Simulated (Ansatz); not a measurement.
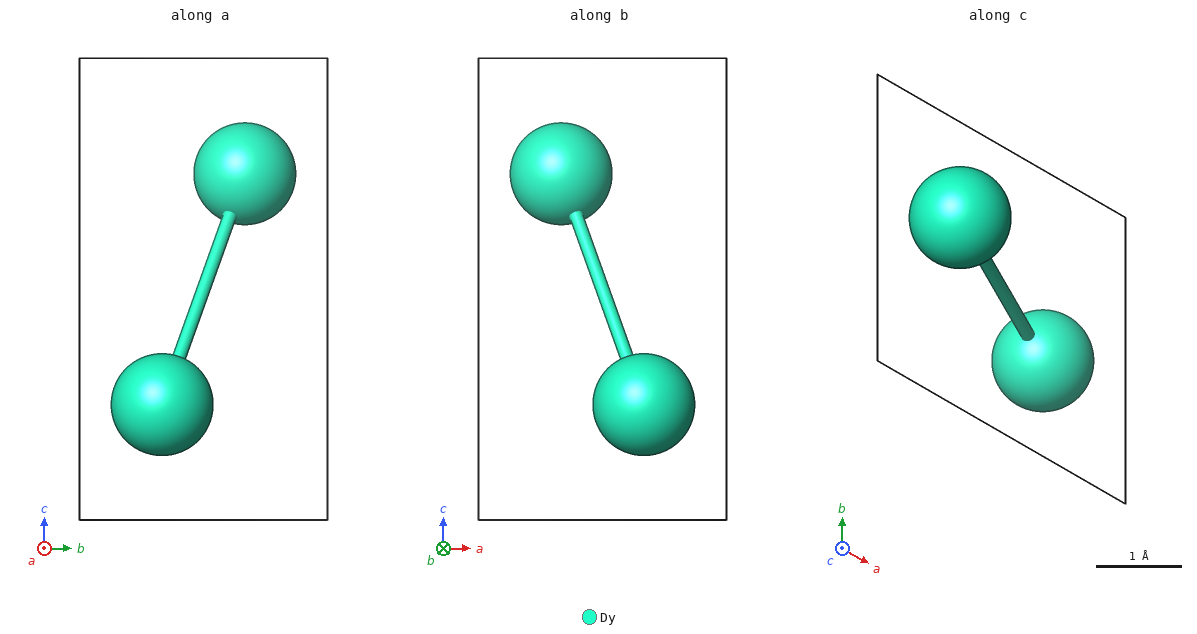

Ball-and-stick drawing of the structure, looking along the a axis, along the b axis and along the c axis. The conventional unit cell is drawn as a box.

Lattice parameters: a = 3.395 Å, b = 3.395 Å, c = 5.472 Å, α = 90.00°, β = 90.00°, γ = 120.00°. Put a along x and b in the xy plane.

### Put the structure into a POSCAR file.

```
Dy
1.0
     3.395    0.000    0.000
    -1.697    2.940    0.000
     0.000    0.000    5.472
Dy
2
Direct
  0.3333 0.6667 0.7500
  0.6667 0.3333 0.2500
```

Origin of the cell: the standard structure of this element. Earlier steps of the study may have refined or changed the cell and positions. It was set up as input for a calculation with Ansatz.
